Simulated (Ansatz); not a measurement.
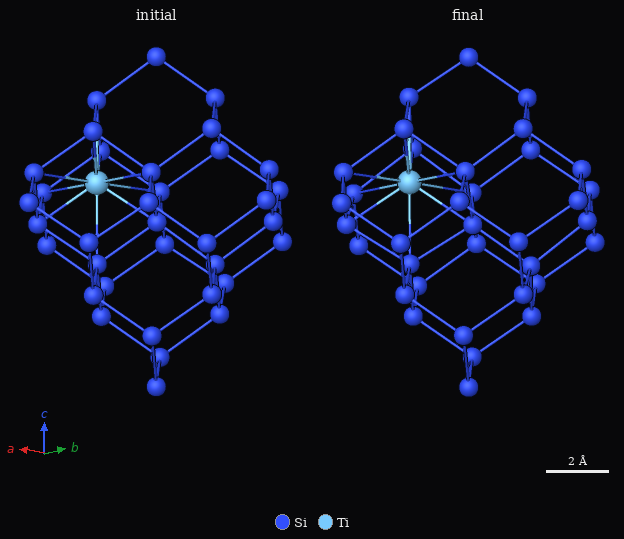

The structure of a defect cell of composition Si64Ti (cell charge +1) before (left) and after (right) a relaxation, at one scale.

A ball-and-stick model of the atoms within 5.8 Å of the atom that moves most (axes of the cell of the calculation (origin shifted)), seen from a free direction.

These are results of DFT, PBEsol, PAW, plane waves in Ansatz 0.2.0, not measurements. Set-up: plane-wave cutoff 420 eV; k-point mesh 1 × 1 × 1; mesh shifted by (0.25, 0.25, 0.25); collinear spin; atoms relaxed in a fixed cell; force threshold 0.03 eV/Å; at most 80 steps.

What changed between the two?

Answer. The largest move is that of a Si atom, 0.16 Å roughly along [−1 1 −1]. Largest moves by element: Si 0.16 Å, Ti 0.03 Å. The cell stays as it was. Among the contacts that change: Si–Ti 2.363 → 2.510 Å, Si–Ti 2.341 → 2.471 Å, Si–Si 2.326 → 2.448 Å, Si–Si 2.352 → 2.451 Å. Among the angles between lasting bonds that change: Si–Si–Si 108.9° → 116.0°, Si–Si–Si 110.4° → 115.9°, Si–Si–Si 109.8° → 105.4°. After 4 accepted moves (5 points after the start) the energy has fallen by 0.968 eV per cell of the calculation. Largest force component: 1.6 eV/Å at the start, 0.018 eV/Å at the end. The line search rejected the trial step at point 3 of the run.

Limits of the set-up: the cell is charged, on a uniform background, and energies carry no finite-size correction.
